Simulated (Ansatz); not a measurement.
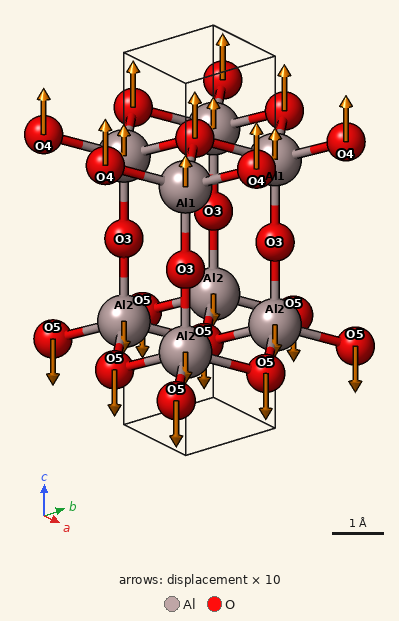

A relaxation of a crystal of Al₂O₃ (set up in P-3m1). The starting structure is drawn; orange arrows show the displacements (the part carried along by the change of the cell is left out), magnified 10 times.

The picture is a ball-and-stick view of the cell of the calculation, seen slightly off an axis.

The run lets cell and atoms move.

These are results of Ansatz 0.2.0, Kohn-Sham DFT of a periodic cell, PBE, Ansatz PAW, not measurements.

Input file:
```yaml
crystal:
  lattice:
    - [3.017482544, 0.0, 0.0]
    - [-1.508741272, 2.6132165386, 0.0]
    - [0.0, 0.0, 7.5746360022]
  atoms:
    - { symbol: Al, position: [0.0, 0.0, 0.722049] }
    - { symbol: Al, position: [0.0, 0.0, 0.277951] }
    - { symbol: O, position: [0.0, 0.0, 0.5] }
    - { symbol: O, position: [0.6666666667, 0.3333333333, 0.800546] }
    - { symbol: O, position: [0.3333333333, 0.6666666667, 0.199454] }
hamiltonian:
  xc: pbe
  pseudopotentials: { kind: paw }
kpoints:
  mp_grid: { grid: [7, 7, 3] }
scf:
  occupations: { method: fermi_dirac, width: 0.05 }
output:
  forces: true
  stress: true
  eigenvalues: true
relax:
  f_tol: 0.01
  max_steps: 40
  cell: { stress_tol: 0.05, p_target: 5.0 }
```

Run as
```bash
ansatz run input.yaml --threads 2 --pin off --max-ram 5632MiB --backend cpu --events-out ev --progress --plain --runs-dir out
```

> Atoms of which element are displaced furthest, and by how much?

Oxygen: up to 0.096 Å, against 0.066 Å for aluminium.

> What happened in the run?

The largest moves relative to the cell, 0.096 Å, are those of O4 and O5. O4 goes along +c. By element the largest moves are O 0.096 Å, Al 0.066 Å. Cell: a = b 3.017 → 2.981 Å (−1.2 %), c 7.575 → 7.223 Å (−4.6 %). Volume −6.9 %. Among the contacts that change: Al1–O4 1.841 → 1.822 Å, Al1–O3 1.682 → 1.670 Å. The space group stays P-3m1 (No. 164). After 8 accepted moves (11 points after the start) the energy has risen by 13.7 meV per atom. With the target pressure of 5 GPa, the enthalpy E + pV changes by −12.1 meV per atom. Largest force component: 0.12 eV/Å at the start, 0.00016 eV/Å at the end. Pressure: −0.53 GPa at the start and 4.99 GPa at the end. The SCF was repeated 3 times at an unchanged geometry on a basis and grid sized afresh for the cell, which shifted the energy by 1.9 meV per atom at most. Cost: 11 s on 2 threads of Arm Neoverse V1, with other jobs on the host, peak memory 0.31 GiB.

Limits of the set-up: layers or molecules are held without a dispersion correction, so their spacing is unreliable.
